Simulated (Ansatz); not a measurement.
TiSi2 (slab, 18 atoms in the cell), run with Ansatz.

```
crystal:
  lattice:
    - [4.7827940929, 0.0, 0.0]
    - [-2.3669914019, 4.1560162462, 0.0]
    - [0.0, 0.0, 25.7004598267]
  atoms:
    - { symbol: Ti, position: [0.5, 0.0, 0.2918235724] }
    - { symbol: Si, position: [0.1630629673, 0.3369370327, 0.2918235724] }
    - { symbol: Si, position: [0.8369370327, 0.6630629673, 0.2918235724] }
    - { symbol: Ti, position: [0.0, 0.0, 0.3750941435] }
    - { symbol: Si, position: [0.6630629673, 0.3369370327, 0.3750941435] }
    - { symbol: Si, position: [0.3369370327, 0.6630629673, 0.3750941435] }
    - { symbol: Ti, position: [0.0, 0.5, 0.4583647145] }
    - { symbol: Si, position: [0.6630629673, 0.8369370327, 0.4583647145] }
    - { symbol: Si, position: [0.3369370327, 0.1630629673, 0.4583647145] }
    - { symbol: Ti, position: [0.5, 0.5, 0.5416352855] }
    - { symbol: Si, position: [0.1630629673, 0.8369370327, 0.5416352855] }
    - { symbol: Si, position: [0.8369370327, 0.1630629673, 0.5416352855] }
    - { symbol: Ti, position: [0.5, 0.0, 0.6249058565] }
    - { symbol: Si, position: [0.1630629673, 0.3369370327, 0.6249058565] }
    - { symbol: Si, position: [0.8369370327, 0.6630629673, 0.6249058565] }
    - { symbol: Ti, position: [0.0, 0.0, 0.7081764276] }
    - { symbol: Si, position: [0.6630629673, 0.3369370327, 0.7081764276] }
    - { symbol: Si, position: [0.3369370327, 0.6630629673, 0.7081764276] }
basis:
  ecutwfc: 420
kpoints:
  mp_grid: { grid: [8, 7, 2] }
hamiltonian:
  xc: pbe
scf:
  occupations: { method: gaussian, width: 0.1 }
  max_iter: 60
output:
  forces: true
  eigenvalues: true
  stress: true
efield:
  axis: 3
  dipole_correction: true
  ramp_width: 0.04
```

Command:
```bash
ansatz run input.yaml --threads 4 --pin off --max-ram 8192MiB --backend cpu --events-out ev --progress --plain --runs-dir out
```

Will this run converge, and how?

Answer. It converged, after 9 iterations. The residual falls at every step. The input holds an odd setting (a mesh that breaks the symmetry), but it does no harm here: the energy lies within 1 meV per atom of a run with usual settings.

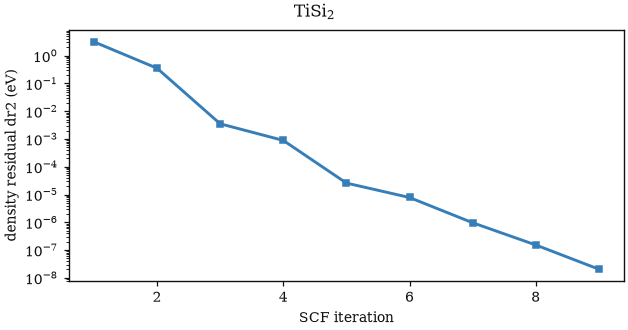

SCF iterations of a calculation: density residual dr2. The starting density is a sum of atomic densities corrected by a trained network.
